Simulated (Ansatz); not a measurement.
## Geometry relaxation, with input and output: BeS (part 2 of 2)

BeS (6 atoms in the cell); DFT PBE, scalar-relativistic, plane waves, PAW, no spin polarisation (Ansatz 0.2.0); cutoff 420 eV, 6×6×4 k-mesh, Gaussian smearing of 0.1 eV. The structure was made by a generator, so it may or may not be a known phase.

Geometry of the input (Å; fractional positions):
```
2.8484  0.0000  0.0000
0.0000  3.2152  0.0000
0.0000  0.0000  7.4287
Be 0.5000  0.5000  0.1780
Be 0.5000  0.5000  0.8220
Be 0.0000  0.0000  0.5000
S  0.5000  0.0000  0.3220
S  0.0000  0.5000  0.0000
S  0.5000  0.0000  0.6780
```

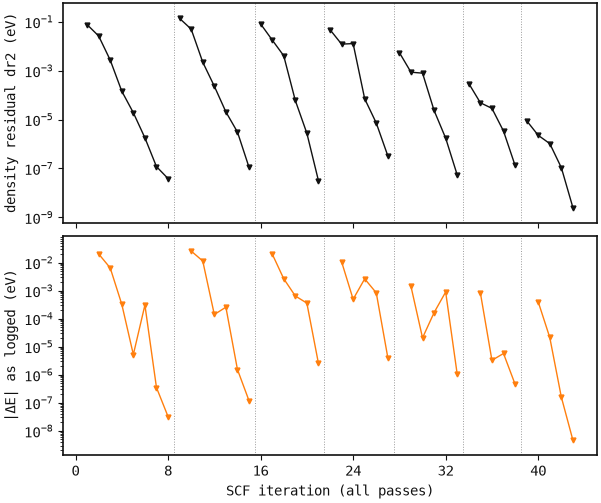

Fig. 1: Convergence of the self-consistent field: density residual dr2 and size of the energy change against the SCF iteration. The dotted lines part the SCF passes of the relaxation: geometry steps, rejected trials and re-solves on a re-selected basis. The 7 passes take 5 to 8 iterations each, 43 in all.

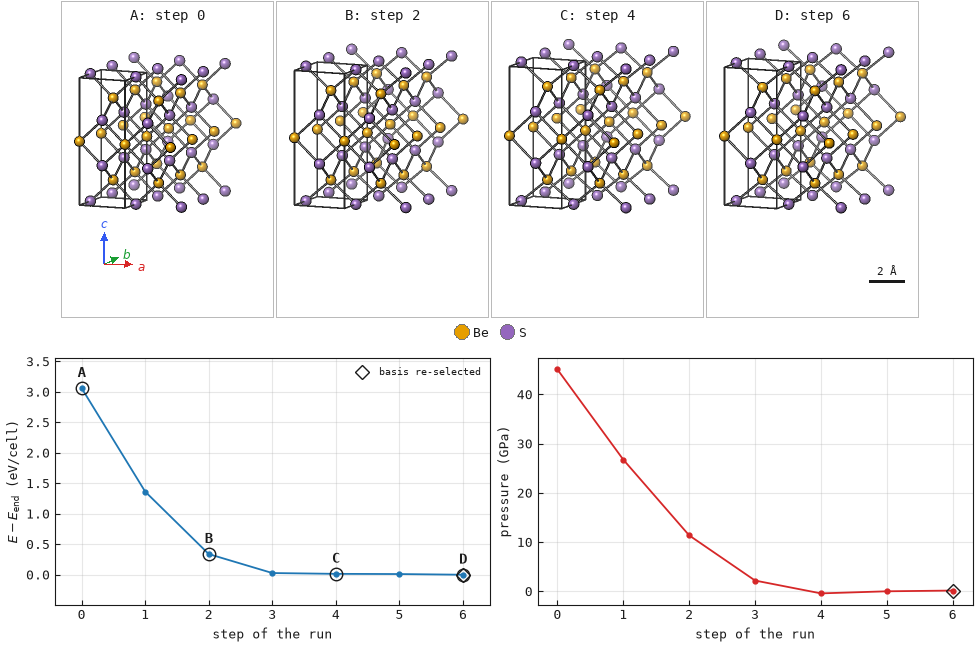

Fig. 2: Frames of the relaxation (ball-and-stick view of the cell of the calculation, repeated 2 × 3 × 1, seen slightly off an axis) above the curves, on which the letters mark them (the first geometry is step 0 here and step 1 in the log).

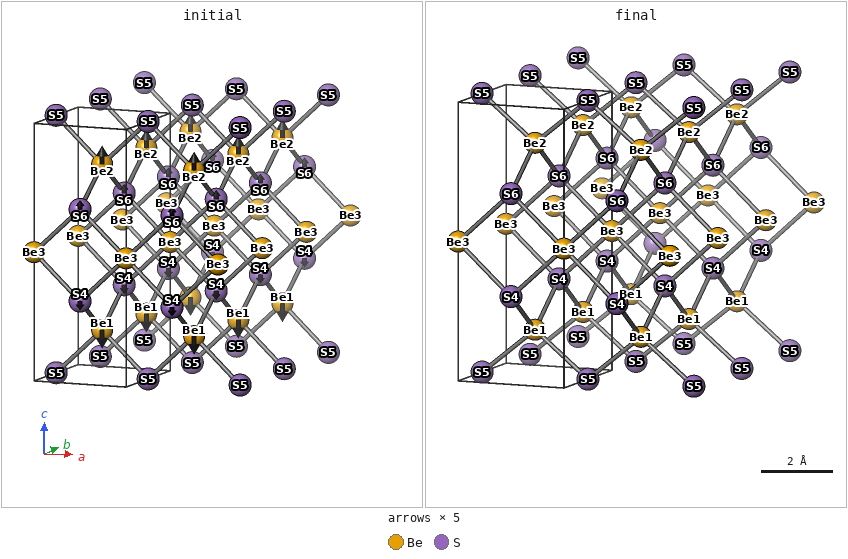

Fig. 3: Before (left) and after (right) the relaxation, at one scale (ball-and-stick view of the cell of the calculation, repeated 2 × 3 × 1, seen slightly off an axis). The black arrows give the displacements (without the part carried along by the change of the cell), magnified 5 times. Over 5 geometry steps the energy falls by 3.051 eV per cell of the calculation. The largest force component goes from 1.4 to 0.0029 eV/Å. Pressure: 45.07 GPa at the start and 0.16 GPa at the end. The largest moves relative to the cell, 0.11 Å, are those of Be1 and Be2. By element the largest moves are Be 0.11 Å, S 0.05 Å. The volume changes by +35.5 %, with a 2.848 → 3.279 Å (+15.1 %), b 3.215 → 3.496 Å (+8.7 %), c 7.429 → 8.040 Å (+8.2 %). Distances before and after: Be3–S4 1.944 → 2.212 Å, Be1–S4 1.931 → 2.127 Å, Be1–S5 1.944 → 2.107 Å. Among the angles that change: Be1–S5–Be1 94.2° → 102.2°, Be1–S5–Be2 85.8° → 77.8°, S5–Be2–S5 94.2° → 102.2°. The space group stays Pmmm (No. 47). A last SCF at the same geometry on a re-selected plane-wave basis shifts the energy by −11.1 meV per cell of the calculation. (Atoms are counted from 1 in the order of the input.)

```
basis re-selected at this cell: Δ(F+E_penalty+E_count) = -1.108e-2 eV, ΔP = +0.150 GPa vs the last step (what re-selecting the basis moved, of the pressure what is left beyond the Pulay correction that the steps carried, after the strain that the cell walked since its last selection, with what the two solves' SCF thresholds leave and, on support functions, any second-order correction that the steps lacked; it is no measure of the basis error at this ecutwfc). The dense FFT grid was sized anew with the basis: this SCF ran on 24×24×54 points, the steps before it on 20×24×50, so part of this shift can come from that change (see relax.cell in the input reference). This SCF's stress stands 2.52e-1 GPa from its target on what of the cell is left free (relax.cell.stress_tol is 4.00e-1 GPa) and its largest allowed force component is 2.94e-3 eV/Å (relax.f_tol is 4.00e-2 eV/Å): within both
SCF converged after 5 iterations
Free energy (F): -2988.448255 eV
Harris-Foulkes:  -2988.448255 eV  (|F-HF|=1.78e-9)
Internal energy: -2988.448226 eV  (E = F + TS)
E sigma→0 (E₀):  -2988.448241 eV
Entropy (-TS):   -0.000029 eV (-0.005 meV/atom)
Fermi energy:    5.806505 eV
--- Per-component energies (eV) ---
  E_band       = -5.701422
  E_kinetic    = 381.281973
  E_local      = -398.321863  (includes V_loc(G=0)·N_el)
  E_nonlocal   = 97.893976
  E_hartree    = 128.340930
  E_xc         = -350.238830
  E_vxc        = -324.293179  (∫ρ·V_xc dr)
  E_paw        = -1979.453057  (= ΣΔE_a)
  E_vpaw       = -18.944123  (= ΣTr[D̂ρ^β])
  E_aug_tail   = 0.000004  (compensation charges beyond the density's cutoff)
  E_ewald      = -867.951360
  E_smearing   = -0.000029  (= −TS)
  E_closure    = 0.000000  (closes the sum)
  Σ components = -2988.448255   (vs F -2988.448255, Δ=0.00e0)
--- Forces (eV/Å), atoms counted from 1 ---
  atom   1  Be     0.00000000     0.00000000     0.00134683
  atom   2  Be     0.00000000     0.00000000    -0.00134683
  atom   3  Be     0.00000000     0.00000000     0.00000000
  atom   4  S      0.00000000     0.00000000     0.00293864
  atom   5  S     -0.00000000     0.00000000     0.00000000
  atom   6  S      0.00000000     0.00000000    -0.00293864
  max |Σ_I F_I| component: 1.97e-31 eV/Å
--- Stress (GPa, compression-positive) ---
        0.251695       0.000000       0.000000
        0.000000       0.109055       0.000000
        0.000000       0.000000       0.122197
  P = ⅓ Tr σ = 0.1610 GPa (1.610 kbar)
--- Band table (eV; the first three rows and the last of 48) ---
  k-point 0: bands = ["-8.7485", "-7.5761", "-7.5076", "0.2464", "0.6847", "2.3986", "2.7254", "3.2652", "4.0467", "4.4983", "4.8190", "4.9679", "7.7598", "8.9917", "9.6998", "10.0955", "10.5387", "10.9742"]
  k-point 1: bands = ["-8.6610", "-8.0101", "-7.1255", "-0.4369", "1.6700", "2.4884", "2.7904", "3.0761", "3.7702", "4.0346", "5.1126", "5.1416", "7.9305", "8.8988", "9.8194", "10.1026", "10.1220", "10.2986"]
  k-point 2: bands = ["-8.4314", "-8.3775", "-6.9509", "-0.7643", "2.7285", "2.7523", "2.7569", "2.8799", "3.1265", "3.5435", "5.3058", "5.3395", "8.2806", "8.5148", "9.7739", "9.8865", "10.0825", "10.1291"]
  k-point 47: bands = ["-6.9825", "-6.4777", "-6.1113", "-0.9822", "0.4346", "0.5784", "0.9883", "1.0636", "1.4133", "1.6239", "3.5360", "3.5379", "6.5034", "8.3486", "8.5144", "9.1805", "10.2616", "12.3667"]
--- Relaxed structure (6 steps of the walk, 6 accepted, 1 SCFs on fresh bases) ---
  F+E_penalty+E_count = -2988.44825539 eV   max|allowed force component| = 2.939e-3 eV/Å   (the final SCF, on the basis selected at the relaxed cell)
  cell:  # Å, volume = 92.1576 Å³
    - [3.2786941029952037, 0.0, 0.0]
    - [0.0, 3.496029970783547, 0.0]
    - [0.0, 0.0, 8.039984720629146]
  atoms:
    - { symbol: Be, position: [0.5, 0.5, 0.1645885531781938] }
    - { symbol: Be, position: [0.5, 0.5, 0.8354114468218062] }
    - { symbol: Be, position: [2.8524857679543414e-35, 3.9934062491503243e-35, 0.5] }
    - { symbol: S, position: [0.5, 3.9934062491503243e-35, 0.31532027220601094] }
    - { symbol: S, position: [2.0073047996715735e-35, 0.5, 3.891925334007216e-20] }
    - { symbol: S, position: [0.5, 3.9934062491503243e-35, 0.6846797277939892] }
```

## Trajectory as extended XYZ (Å, eV, eV/Å), 7 frames, from step=1 to step=7
```
6
Lattice="2.8484 0.0000 0.0000 0.0000 3.2152 0.0000 0.0000 0.0000 7.4287" Properties=species:S:1:pos:R:3:forces:R:3 step=1 energy=-2985.38621 pressure_GPa=45.07
Be    1.4242    1.6076    1.3227    0.0000   0.0000  -0.7156
Be    1.4242    1.6076    6.1061    0.0000   0.0000   0.7156
Be    0.0000    0.0000    3.7144    0.0000   0.0000   0.0000
S     1.4242    0.0000    2.3917    0.0000   0.0000  -1.4125
S     0.0000    1.6076    0.0000    0.0000   0.0000   0.0000
S     1.4242    0.0000    5.0370    0.0000   0.0000   1.4125
6
Lattice="2.9872 0.0000 0.0000 0.0000 3.2825 0.0000 0.0000 0.0000 7.6250" Properties=species:S:1:pos:R:3:forces:R:3 step=2 energy=-2987.08468 pressure_GPa=26.75
Be    1.4936    1.6412    1.3194    0.0000   0.0000  -0.5335
Be    1.4936    1.6412    6.3056    0.0000   0.0000   0.5335
Be    0.0000    0.0000    3.8125    0.0000   0.0000   0.0000
S     1.4936    0.0000    2.4415    0.0000   0.0000  -0.7734
S     0.0000    1.6412    0.0000    0.0000   0.0000   0.0000
S     1.4936    0.0000    5.1835    0.0000   0.0000   0.7734
6
Lattice="3.1280 0.0000 0.0000 0.0000 3.3678 0.0000 0.0000 0.0000 7.8523" Properties=species:S:1:pos:R:3:forces:R:3 step=3 energy=-2988.10921 pressure_GPa=11.36
Be    1.5640    1.6839    1.3158    0.0000   0.0000  -0.1313
Be    1.5640    1.6839    6.5366    0.0000   0.0000   0.1313
Be    0.0000    0.0000    3.9262    0.0000   0.0000   0.0000
S     1.5640    0.0000    2.4958    0.0000   0.0000  -0.2784
S     0.0000    1.6839    0.0000    0.0000   0.0000   0.0000
S     1.5640    0.0000    5.3565    0.0000   0.0000   0.2784
6
Lattice="3.2553 0.0000 0.0000 0.0000 3.4760 0.0000 0.0000 0.0000 7.9584" Properties=species:S:1:pos:R:3:forces:R:3 step=4 energy=-2988.42057 pressure_GPa=2.19
Be    1.6277    1.7380    1.3140    0.0000   0.0000  -0.0017
Be    1.6277    1.7380    6.6443    0.0000   0.0000   0.0017
Be    0.0000    0.0000    3.9792    0.0000   0.0000   0.0000
S     1.6277    0.0000    2.5175    0.0000   0.0000  -0.1762
S     0.0000    1.7380    0.0000    0.0000   0.0000   0.0000
S     1.6277    0.0000    5.4409    0.0000   0.0000   0.1762
6
Lattice="3.2739 0.0000 0.0000 0.0000 3.4936 0.0000 0.0000 0.0000 8.0906" Properties=species:S:1:pos:R:3:forces:R:3 step=5 energy=-2988.43398 pressure_GPa=-0.41
Be    1.6370    1.7468    1.3289    0.0000   0.0000   0.0135
Be    1.6370    1.7468    6.7616    0.0000   0.0000  -0.0135
Be    0.0000    0.0000    4.0453    0.0000   0.0000   0.0000
S     1.6370    0.0000    2.5461    0.0000   0.0000   0.1258
S     0.0000    1.7468    0.0000    0.0000   0.0000   0.0000
S     1.6370    0.0000    5.5444    0.0000   0.0000  -0.1258
6
Lattice="3.2787 0.0000 0.0000 0.0000 3.4960 0.0000 0.0000 0.0000 8.0400" Properties=species:S:1:pos:R:3:forces:R:3 step=6 energy=-2988.43718 pressure_GPa=0.01
Be    1.6393    1.7480    1.3233    0.0000   0.0000   0.0022
Be    1.6393    1.7480    6.7167    0.0000   0.0000  -0.0022
Be    0.0000    0.0000    4.0200    0.0000   0.0000   0.0000
S     1.6393    0.0000    2.5352    0.0000   0.0000   0.0026
S     0.0000    1.7480    0.0000    0.0000   0.0000   0.0000
S     1.6393    0.0000    5.5048    0.0000   0.0000  -0.0026
6
Lattice="3.2787 0.0000 0.0000 0.0000 3.4960 0.0000 0.0000 0.0000 8.0400" Properties=species:S:1:pos:R:3:forces:R:3 step=7 energy=-2988.44825 pressure_GPa=0.16
Be    1.6393    1.7480    1.3233    0.0000   0.0000   0.0013
Be    1.6393    1.7480    6.7167    0.0000   0.0000  -0.0013
Be    0.0000    0.0000    4.0200    0.0000   0.0000   0.0000
S     1.6393    0.0000    2.5352    0.0000   0.0000   0.0029
S     0.0000    1.7480    0.0000    0.0000   0.0000   0.0000
S     1.6393    0.0000    5.5048    0.0000   0.0000  -0.0029
```

## Results in brief

- outcome: converged
- space group (tolerance 0.01 Å): Pmmm (47)
- electrons treated: 24
- free energy: −2988.4483 eV
- Fermi energy: 5.807 eV
- gap on the k-point mesh: 0.40 eV
- pressure: 0.16 GPa
- final volume: 92.16 Å³
- largest force (length of the vector) at the end: 0.003 eV/Å
- final cell: a = 3.279 Å, b = 3.496 Å, c = 8.040 Å, α = 90.00°, β = 90.00°, γ = 90.00°
- hardware: 1 thread of Arm Neoverse V2, 24 GiB of memory available, shared host
- wall time: 23 s
- peak memory: 0.36 GiB
